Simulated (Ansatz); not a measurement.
# Single-point calculation of ZrN (part 2 of 2)

ZrN (slab, 24 atoms in the cell); DFT PBE+D3(BJ), scalar-relativistic, plane waves, PAW, no spin polarisation (Ansatz 0.2.0); cutoff 420 eV, 4×4×1 k-mesh, Gaussian smearing of 0.1 eV. The structure derives from an entry of the Crystallography Open Database. It belongs to a series of runs on one base structure; here: the slab at its places in the relaxed adsorbed structure.

Geometry of the input (Å; fractional positions):
```
6.4476  0.0000  0.0000
-3.2238  5.5838  0.0000
0.0000  0.0000  26.3556
N  0.1667  0.3333  0.3035
N  0.1667  0.8333  0.3035
N  0.6667  0.3333  0.3035
N  0.6667  0.8333  0.3035
Zr 0.3333  0.1667  0.3535
Zr 0.3333  0.6667  0.3535
Zr 0.8333  0.1667  0.3535
Zr 0.8333  0.6667  0.3535
N  0.5000  0.5000  0.4034
N  0.5000  0.0000  0.4034
N  -0.0000  0.5000  0.4034
N  0.0000  0.0000  0.4034
Zr 0.6664  0.3337  0.4553
Zr 0.6663  0.8326  0.4553
Zr 0.1673  0.3337  0.4552
Zr 0.1667  0.8333  0.4549
N  0.8320  0.6660  0.5038
N  0.8333  0.1665  0.5037
N  0.3341  0.6660  0.5038
N  0.3340  0.1680  0.5036
Zr 0.0008  0.5014  0.5518
Zr 0.0013  -0.0005  0.5519
Zr 0.4998  0.4995  0.5550
Zr 0.4982  -0.0006  0.5519
```

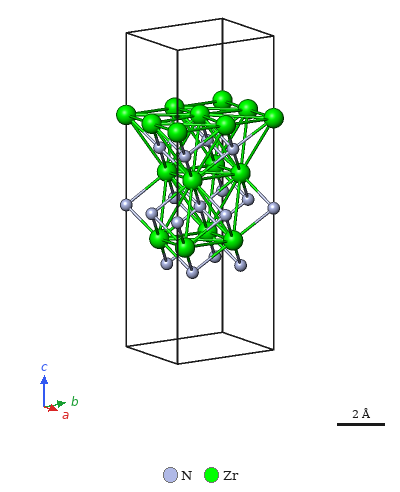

Figure 1. The structure as given in the input (ball-and-stick view of the cell of the calculation, with the vacuum cut short, seen slightly off an axis). An atom can appear more than once, as a periodic image.

### What the program printed, continued
```
SCF iter   1: F=—  HF=-54844.477928 eV  |F-HF|=—  |Δ(HF+E_count)|=         —  Δρ=1.46e-2  dr2=3.39e1  ethr=1.77e-3  p=0.521 e·Å  D=9.94e-2 V/Å  ΔV_dip=-2.62 eV  dr2_dipole=1.43e1  V_vac-E_F(+/−)=5.16/7.79 eV  ⟨swp⟩=7.0  Hψ=5864  notcnv=0  defer=7
efield: sawtooth ramp at fractional position 0.9093 (placed from the atoms, in the widest stretch of the axis that holds none; the zero of the levels goes with the place), width 0.0400; the density the first Hamiltonian is built on has a dipole p = 0.521 e·Å; the dipole correction subtracts the counter field D = 9.94e-2 V/Å, which shifts the + side's vacuum level by -2.62 eV against the − side's; the planar-averaged density in the ramp window peaks in size at 5.2e-6 e/Å³
preconditioner: auto → LDOS  [insulator: Δε(μ)=0.272 eV  Ē_g=7.738 eV  σ=0.100 eV  W_gap=0.50  n_scr=148 (ndim 8)  ℏωp=12.5 eV  f_vac=0.614  D(μ)=8.56/eV (n_scr^D=40)  ε∞_Penn≈3.6  β→1.0]
SCF iter   2: F=—  HF=-54855.186173 eV  |F-HF|=—  |Δ(HF+E_count)|=    1.07e1  Δρ=7.50e-2  dr2=8.73e2  ethr=1.77e-3  p=1.172 e·Å  D=2.24e-1 V/Å  ΔV_dip=-5.89 eV  dr2_dipole=3.32e2  V_vac-E_F(+/−)=2.99/8.88 eV  ⟨swp⟩=3.6  Hψ=2334  notcnv=0  defer=140  recentre
SCF iter   3: F=—  HF=-54843.858564 eV  |F-HF|=—  |Δ(HF+E_count)|=    1.13e1  Δρ=1.06e-2  dr2=1.96e1  ethr=1.77e-3  p=0.615 e·Å  D=1.17e-1 V/Å  ΔV_dip=-3.09 eV  dr2_dipole=8.05e0  V_vac-E_F(+/−)=4.93/8.03 eV  ⟨swp⟩=2.5  Hψ=2204  notcnv=0  defer=17
SCF iter   4: F=—  HF=-54843.390005 eV  |F-HF|=—  |Δ(HF+E_count)|=   4.69e-1  Δρ=3.79e-3  dr2=1.40e0  ethr=1.77e-3  p=0.724 e·Å  D=1.38e-1 V/Å  ΔV_dip=-3.64 eV  dr2_dipole=5.53e-1  V_vac-E_F(+/−)=4.58/8.22 eV  ⟨swp⟩=1.2  Hψ=1478  notcnv=0  defer=90
SCF iter   5: F=—  HF=-54843.357375 eV  |F-HF|=—  |Δ(HF+E_count)|=   3.26e-2  Δρ=2.26e-3  dr2=7.46e-1  ethr=6.86e-4  p=0.762 e·Å  D=1.45e-1 V/Å  ΔV_dip=-3.83 eV  dr2_dipole=2.93e-1  V_vac-E_F(+/−)=4.45/8.28 eV  ⟨swp⟩=1.9  Hψ=1537  notcnv=0  defer=114
SCF iter   6: F=—  HF=-54843.369816 eV  |F-HF|=—  |Δ(HF+E_count)|=   1.24e-2  Δρ=3.14e-3  dr2=1.80e0  ethr=3.65e-4  p=0.737 e·Å  D=1.41e-1 V/Å  ΔV_dip=-3.70 eV  dr2_dipole=7.33e-1  V_vac-E_F(+/−)=4.50/8.20 eV  ⟨swp⟩=1.7  Hψ=1323  notcnv=0  defer=114  recentre
SCF iter   7: F=—  HF=-54843.350559 eV  |F-HF|=—  |Δ(HF+E_count)|=   1.93e-2  Δρ=8.66e-4  dr2=1.21e-1  ethr=3.65e-4  p=0.754 e·Å  D=1.44e-1 V/Å  ΔV_dip=-3.79 eV  dr2_dipole=4.83e-2  V_vac-E_F(+/−)=4.44/8.22 eV  ⟨swp⟩=1.1  Hψ=1225  notcnv=0  defer=114
SCF iter   8: F=—  HF=-54843.348736 eV  |F-HF|=—  |Δ(HF+E_count)|=   1.82e-3  Δρ=1.16e-4  dr2=9.23e-4  ethr=5.94e-5  p=0.760 e·Å  D=1.45e-1 V/Å  ΔV_dip=-3.82 eV  dr2_dipole=4.72e-5  V_vac-E_F(+/−)=4.41/8.23 eV  ⟨swp⟩=1.7  Hψ=1471  notcnv=0  defer=126
SCF iter   9: F=—  HF=-54843.348497 eV  |F-HF|=—  |Δ(HF+E_count)|=   2.39e-4  Δρ=1.39e-4  dr2=2.95e-3  ethr=4.53e-7  p=0.763 e·Å  D=1.45e-1 V/Å  ΔV_dip=-3.83 eV  dr2_dipole=1.09e-3  V_vac-E_F(+/−)=4.40/8.23 eV  ⟨swp⟩=2.0  Hψ=1699  notcnv=0  defer=126
SCF iter  10: F=—  HF=-54843.348475 eV  |F-HF|=—  |Δ(HF+E_count)|=   2.25e-5  Δρ=6.70e-5  dr2=6.99e-4  ethr=4.53e-7  p=0.763 e·Å  D=1.46e-1 V/Å  ΔV_dip=-3.84 eV  dr2_dipole=2.58e-4  V_vac-E_F(+/−)=4.39/8.23 eV  ⟨swp⟩=1.2  Hψ=1099  notcnv=0  defer=126
SCF iter  11: F=—  HF=-54843.348467 eV  |F-HF|=—  |Δ(HF+E_count)|=   7.92e-6  Δρ=1.36e-5  dr2=3.54e-5  ethr=3.43e-7  p=0.764 e·Å  D=1.46e-1 V/Å  ΔV_dip=-3.84 eV  dr2_dipole=1.51e-5  V_vac-E_F(+/−)=4.39/8.23 eV  ⟨swp⟩=1.3  Hψ=1106  notcnv=0  defer=126
SCF iter  12: F=—  HF=-54843.348085 eV  |F-HF|=—  |Δ(HF+E_count)|=   3.82e-4  Δρ=7.61e-6  dr2=3.22e-6  ethr=1.73e-8  p=0.764 e·Å  D=1.46e-1 V/Å  ΔV_dip=-3.84 eV  dr2_dipole=1.31e-7  V_vac-E_F(+/−)=4.39/8.23 eV  ⟨swp⟩=2.0  Hψ=1365  notcnv=0  defer=126
SCF iter  13: F=—  HF=-54843.348084 eV  |F-HF|=—  |Δ(HF+E_count)|=   4.74e-7  Δρ=9.37e-6  dr2=5.09e-6  ethr=1.58e-9  p=0.764 e·Å  D=1.46e-1 V/Å  ΔV_dip=-3.84 eV  dr2_dipole=1.43e-6  V_vac-E_F(+/−)=4.39/8.23 eV  ⟨swp⟩=2.3  Hψ=1913  notcnv=0  defer=126
SCF iter  14: F=—  HF=-54843.348085 eV  |F-HF|=—  |Δ(HF+E_count)|=   2.60e-7  Δρ=2.27e-6  dr2=3.53e-7  ethr=1.58e-9  p=0.764 e·Å  D=1.46e-1 V/Å  ΔV_dip=-3.84 eV  dr2_dipole=6.78e-8  V_vac-E_F(+/−)=4.39/8.23 eV  ⟨swp⟩=2.0  Hψ=1274  notcnv=0  defer=126
SCF iter  15: F=-54843.348085 eV  HF=-54843.348085 eV  |F-HF|=7.95e-9  |Δ(HF+E_count)|=   1.11e-7  Δρ=7.49e-7  dr2=1.26e-8  ethr=4.90e-11  p=0.764 e·Å  D=1.46e-1 V/Å  ΔV_dip=-3.84 eV  dr2_dipole=5.49e-10  V_vac-E_F(+/−)=4.39/8.23 eV  ⟨swp⟩=21.1  Hψ=7044  notcnv=0
SCF 1 converged in 15 iterations: F = -54843.348085 eV  dr2 = 1.26e-8
  greatest PAW one-centre occupation: 0.996 electrons in one spin orbital (limit 2), on the Zr atom at site 23 (counted from 0), in its partial waves of l = 0
SCF converged after 15 iterations
Free energy (F): -54843.348085 eV
Harris-Foulkes:  -54843.348085 eV  (|F-HF|=7.95e-9)
Internal energy: -54843.220633 eV  (E = F + TS)
E sigma→0 (E₀):  -54843.284359 eV
Entropy (-TS):   -0.127452 eV (-5.310 meV/atom)
Fermi energy:    0.764797 eV
Dipole field:    D = 0.145714 V/Å  (p = 0.764081 e·Å, saw-weighted, corrected)
Work function:   Φ+ = 4.3897 eV   Φ− = 8.2301 eV
Levels:          The Fermi level and band energies are counted from a zero that moves with the ramp; work functions are not
--- Per-component energies (eV) ---
  E_band       = -3544.722078
  E_kinetic    = 5564.107153
  E_local      = -233889.416434  (includes V_loc(G=0)·N_el)
  E_nonlocal   = 1487.159327
  E_hartree    = 113849.276291
  E_xc         = -2670.325217
  E_vxc        = -3220.134889  (∫ρ·V_xc dr)
  E_paw        = -36962.795055  (= ΣΔE_a)
  E_vpaw       = -1177.462845  (= ΣTr[D̂ρ^β])
  E_aug_tail   = 0.001375  (compensation charges beyond the density's cutoff)
  E_efield     = 0.055669  (sawtooth field / dipole correction)
  E_vefield    = -7.516798  (∫n·V_field dr)
  E_ewald      = 97785.953197
  E_disp       = -7.236939  (pairwise vdW)
  E_smearing   = -0.127452  (= −TS)
  E_closure    = -0.000000  (closes the sum)
  Σ components = -54843.348085   (vs F -54843.348085, Δ=0.00e0)
--- Forces (eV/Å), atoms counted from 1 ---
  atom   1  N     -0.00051858    -0.00042822     4.57121413
  atom   2  N      0.00009577    -0.00011738     4.57501737
  atom   3  N      0.00065550    -0.00042186     4.57128386
  atom   4  N      0.00007109     0.00064385     4.57079580
  atom   5  Zr     0.00022014     0.00545969    -6.03648309
  atom   6  Zr     0.00581952    -0.00126889    -6.03507965
  atom   7  Zr    -0.00022406    -0.00225661    -6.01420256
  atom   8  Zr    -0.00606340    -0.00170262    -6.03490140
  atom   9  N      0.00094513     0.00043408     1.48085768
  atom  10  N     -0.00630525    -0.00582746     1.45743581
  atom  11  N      0.00042983     0.00886704     1.45261074
  atom  12  N      0.00752175    -0.00598622     1.45713673
  atom  13  Zr     0.00521379     0.00013904    -0.01160854
  atom  14  Zr     0.00076113     0.00776469    -0.01119647
  atom  15  Zr    -0.00572682    -0.00132393    -0.01065073
  atom  16  Zr     0.00072013    -0.00610263    -0.01676834
  atom  17  N      0.00226460    -0.00189215     0.02864344
  atom  18  N     -0.00092612     0.00399978    -0.00077890
  atom  19  N     -0.00163095    -0.00282575     0.03109348
  atom  20  N     -0.00003105     0.00218207     0.06934007
  atom  21  Zr    -0.00378001    -0.07093256     0.18610678
  atom  22  Zr    -0.09717834     0.02150191     0.16913884
  atom  23  Zr     0.00221033     0.02596528    -0.62311304
  atom  24  Zr     0.09545575     0.02412910     0.17404154
  max |Σ_I F_I| component: 6.64e-5 eV/Å
--- Band table (eV; the first three rows and the last of 10) ---
  k-point 0: bands = ["-48.5234", "-48.4293", "-48.4046", "-48.3993", "-48.3987", "-48.3376", "-48.2935", "-48.2924", "-47.2843", "-47.1869", "-47.1860", "-47.1859", "-27.2349", "-27.2333", "-27.2220", "-27.1355", "-26.9288", "-26.9287", "-26.9230", "-26.6039", "-26.5814", "-26.5811", "-26.4609", "-26.4553", "-26.4540", "-26.4533", "-26.4075", "-26.3866", "-26.3861", "-26.2358", "-26.2357", "-26.2074", "-26.2072", "-26.1781", "-26.0449", "-26.0448", "-25.8296", "-25.8295", "-25.8290", "-25.4492", "-25.2781", "-25.2778", "-25.2778", "-25.1644", "-25.1643", "-25.1633", "-24.9816", "-24.9816", "-14.7965", "-14.4328", "-14.4294", "-14.4267", "-13.5887", "-13.3939", "-13.3936", "-13.3933", "-10.7704", "-10.3954", "-10.3952", "-10.3948", "-5.9811", "-5.9438", "-5.9420", "-5.9203", "-4.3842", "-4.3801", "-4.3505", "-4.2967", "-4.2944", "-4.2805", "-4.2535", "-4.2480", "-4.2066", "-4.1912", "-4.1908", "-3.6809", "-3.3129", "-3.3125", "-3.3094", "-2.8621", "-2.8605", "-2.8603", "-2.7302", "-2.7301", "-1.9395", "-1.9389", "-1.9276", "-0.6053", "-0.5266", "-0.5248", "-0.5248", "0.0573", "0.1883", "0.1931", "0.1935", "0.5705", "0.5705", "0.6681", "0.6682", "0.6683", "0.9498", "1.0973", "1.0982", "1.1011", "1.3102", "1.3106", "1.6378", "1.6384", "1.6532", "2.2230", "2.8062", "2.8068", "2.9117", "2.9175", "3.0390", "3.5303", "3.5309", "3.6994", "3.7690", "3.7708", "3.9951", "4.1101", "4.1104", "4.1413", "4.2996", "4.3000"]
  k-point 1: bands = ["-48.5068", "-48.4309", "-48.4135", "-48.4013", "-48.3989", "-48.3356", "-48.2992", "-48.2934", "-47.2701", "-47.2008", "-47.1866", "-47.1860", "-27.1625", "-27.1564", "-27.1164", "-27.0924", "-26.8888", "-26.8861", "-26.8810", "-26.6047", "-26.5903", "-26.5798", "-26.5445", "-26.5348", "-26.4885", "-26.4234", "-26.4132", "-26.3689", "-26.3625", "-26.3176", "-26.2721", "-26.2690", "-26.2476", "-26.1741", "-26.1565", "-26.0655", "-25.7647", "-25.7644", "-25.7165", "-25.4226", "-25.3023", "-25.2798", "-25.2797", "-25.2386", "-25.2378", "-25.1378", "-25.1164", "-25.0088", "-14.6252", "-14.3542", "-14.3283", "-14.3231", "-13.6142", "-13.4948", "-13.4558", "-13.4553", "-10.7565", "-10.4964", "-10.4297", "-10.4292", "-5.6998", "-5.6651", "-5.6555", "-5.6371", "-4.5813", "-4.5687", "-4.4754", "-4.4696", "-4.3206", "-4.2858", "-4.2156", "-4.1801", "-3.9617", "-3.9459", "-3.9448", "-3.4421", "-3.3819", "-3.3629", "-3.3580", "-3.3224", "-3.3157", "-3.2028", "-2.8873", "-2.7986", "-1.6879", "-1.4150", "-1.4051", "-0.6271", "-0.5487", "-0.5458", "-0.5417", "-0.2754", "0.0974", "0.1017", "0.2721", "0.3696", "0.5342", "0.6228", "0.6983", "0.6992", "0.7187", "0.7399", "0.9211", "0.9253", "1.3444", "1.5637", "1.6619", "1.8216", "1.8756", "2.4250", "2.6094", "2.6362", "2.7088", "2.8051", "3.1610", "3.5411", "3.5547", "3.6128", "3.6278", "3.7368", "3.8496", "3.9664", "4.0002", "4.0149", "4.1183", "4.2305"]
  k-point 2: bands = ["-48.4695", "-48.4631", "-48.4159", "-48.3993", "-48.3990", "-48.3323", "-48.3078", "-48.2934", "-47.2359", "-47.2353", "-47.1866", "-47.1860", "-27.0635", "-27.0557", "-27.0092", "-27.0000", "-26.8358", "-26.8351", "-26.7503", "-26.7465", "-26.6974", "-26.6943", "-26.5124", "-26.4945", "-26.4722", "-26.4456", "-26.4111", "-26.4017", "-26.3520", "-26.3481", "-26.3427", "-26.3356", "-26.3209", "-26.2966", "-26.1380", "-26.1026", "-25.6717", "-25.6712", "-25.4316", "-25.4308", "-25.3579", "-25.3574", "-25.3500", "-25.3492", "-25.2729", "-25.2727", "-25.0739", "-25.0737", "-14.3411", "-14.3351", "-14.2010", "-14.1960", "-13.6476", "-13.6467", "-13.5420", "-13.5416", "-10.6683", "-10.6677", "-10.4627", "-10.4621", "-5.2978", "-5.2687", "-5.2346", "-5.2272", "-4.7544", "-4.7008", "-4.5393", "-4.5081", "-4.3256", "-4.2943", "-4.1299", "-4.0922", "-4.0113", "-3.9997", "-3.9512", "-3.9428", "-3.5745", "-3.5743", "-3.3950", "-3.3856", "-3.2699", "-3.2589", "-2.9068", "-2.8989", "-1.1332", "-1.1325", "-1.1323", "-1.1230", "-0.4555", "-0.4473", "-0.0273", "-0.0044", "0.0426", "0.0434", "0.0964", "0.1388", "0.4357", "0.4494", "0.5411", "0.5418", "0.5513", "0.5627", "0.6390", "0.6413", "1.5467", "1.5700", "1.7298", "1.8084", "2.3232", "2.3822", "2.4227", "2.4600", "2.4859", "2.5178", "3.0574", "3.1452", "3.1583", "3.1724", "3.4428", "3.4530", "3.9020", "3.9274", "4.0347", "4.0456", "4.4254", "4.4682"]
  k-point 9: bands = ["-48.4696", "-48.4631", "-48.4160", "-48.3994", "-48.3988", "-48.3314", "-48.3096", "-48.2925", "-47.2359", "-47.2353", "-47.1866", "-47.1860", "-27.0646", "-27.0545", "-27.0108", "-26.9984", "-26.8359", "-26.8351", "-26.7499", "-26.7469", "-26.6977", "-26.6942", "-26.5140", "-26.4928", "-26.4717", "-26.4454", "-26.4114", "-26.4016", "-26.3521", "-26.3494", "-26.3425", "-26.3348", "-26.3222", "-26.2949", "-26.1393", "-26.1016", "-25.6718", "-25.6712", "-25.4317", "-25.4307", "-25.3580", "-25.3573", "-25.3501", "-25.3491", "-25.2729", "-25.2727", "-25.0739", "-25.0737", "-14.3424", "-14.3339", "-14.1993", "-14.1981", "-13.6477", "-13.6463", "-13.5421", "-13.5413", "-10.6681", "-10.6678", "-10.4626", "-10.4623", "-5.3001", "-5.2655", "-5.2359", "-5.2271", "-4.7524", "-4.7020", "-4.5396", "-4.5087", "-4.3293", "-4.2899", "-4.1264", "-4.0965", "-4.0112", "-3.9995", "-3.9513", "-3.9427", "-3.5753", "-3.5733", "-3.3949", "-3.3861", "-3.2706", "-3.2583", "-2.9061", "-2.8995", "-1.1334", "-1.1329", "-1.1322", "-1.1225", "-0.4564", "-0.4463", "-0.0266", "-0.0042", "0.0376", "0.0471", "0.0961", "0.1391", "0.4327", "0.4526", "0.5411", "0.5418", "0.5512", "0.5633", "0.6388", "0.6420", "1.5443", "1.5740", "1.7264", "1.8110", "2.3163", "2.3897", "2.4249", "2.4599", "2.4843", "2.5164", "3.0565", "3.1467", "3.1590", "3.1706", "3.4446", "3.4510", "3.8984", "3.9345", "4.0347", "4.0430", "4.4268", "4.4671"]
```

### Summary

```tsv
quantity	value
outcome	converged
electrons treated	204
free energy	−54843.3481 eV
work function, top face	4.39 eV
work function, bottom face	8.23 eV
Fermi energy	0.765 eV
gap on the k-point mesh	none (metallic)
work function (upper face)	4.39 eV
largest force (length of the vector)	6.036 eV/Å
hardware	4 threads of Intel Xeon (Granite Rapids), 192 GiB of memory available, shared host
wall time	21 s (CPU time 80 s)
peak memory	2.7 GiB
```
